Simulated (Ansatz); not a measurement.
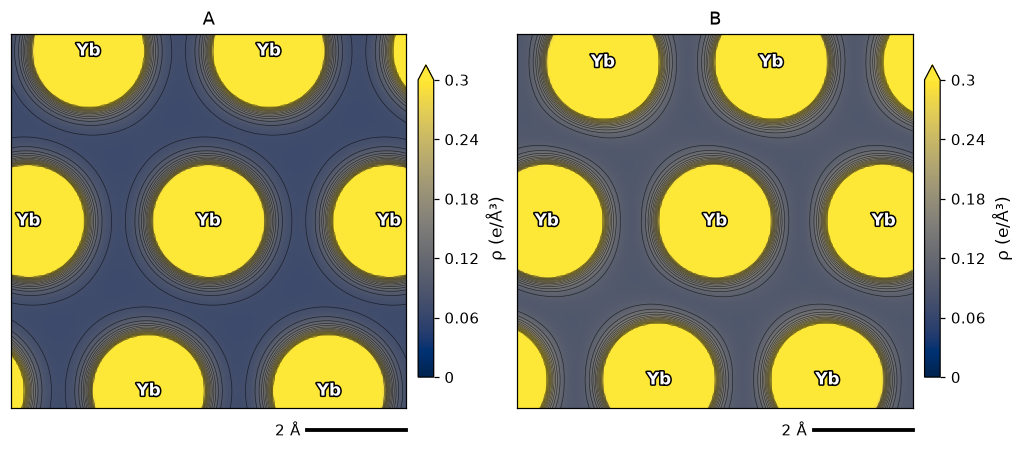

Yb. The valence charge density (pseudo) of two cells that differ in size, on the (011̄) plane of each (indices in the axes of the calculation cell), at one length scale and on one colour scale: A has 37.4 Å³ an atom and B 30.5.

Theory: Ansatz 0.2.0, DFT, PBE, plane waves (420 eV) with PAW, scalar-relativistic.

Q: What does the compression do to the bonding and the properties?

A: From the larger cell to the smaller, Yb–Yb goes from 3.65 to 3.41 Å, and the density at its midpoint from 0.07 to 0.09 e/Å³; the pressure goes from −1.3 to 3.3 GPa.
